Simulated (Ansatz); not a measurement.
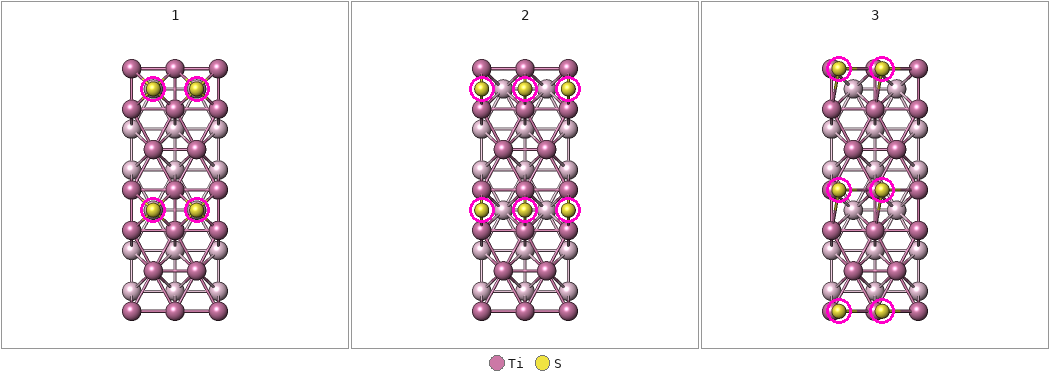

S on a Ti(110) slab cut from the P6/mmm phase, its upper half relaxed before the scan (9 atoms of substrate and one adsorbate in a 1 × 1 cell). S is moved over the surface cell; relaxed at each place: the height of the adsorbate's atoms; substrate rigid; the origin of the map has the adsorbate above Ti8. Places are given modulo a cell vector. The map is drawn in real space over the plane of the surface. Grid: 6 × 6 points; 16 points were computed and 20 follow by symmetry. Energies: eV, counted from the lowest grid point. With one adsorbate in each 1 × 1 cell, its nearest image is 2.8 Å away, so neighbouring adsorbates interact. The calculation used DFT PBE, scalar-relativistic, plane waves, PAW (Ansatz 0.2.0). Settings: cutoff 420 eV, k-mesh 9×4×1, gaussian smearing 0.1 eV, no spin polarisation.

The numbered pictures are structures from this grid. Rings mark the moved atoms.

Which is the most stable, and how do the others follow?

1, at a fourfold hollow over a second-layer Ti atom, (3/6, 5/6) of the cell vectors: 0.00 eV; 2, at a bridge site between two Ti atoms, (0/6, 5/6) of the cell vectors: 0.69 eV; 3, at (1/6, 0/6) of the cell vectors [nearest 1 Ti at 2.19 Å]: 1.30 eV.

The map, with the structures marked:

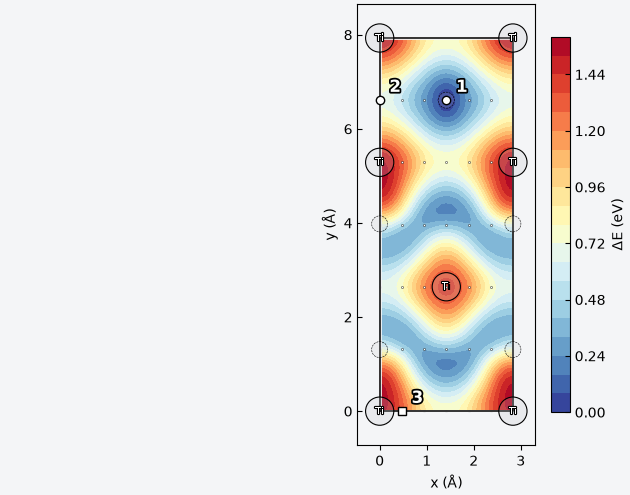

Drawn: filled contours, dots at the grid points, labelled circles for the atoms of the top layer and small ones for the second layer, the outline of one cell of the plane. Between grid points the surface is interpolated.

PAW datasets: the set soft_1.
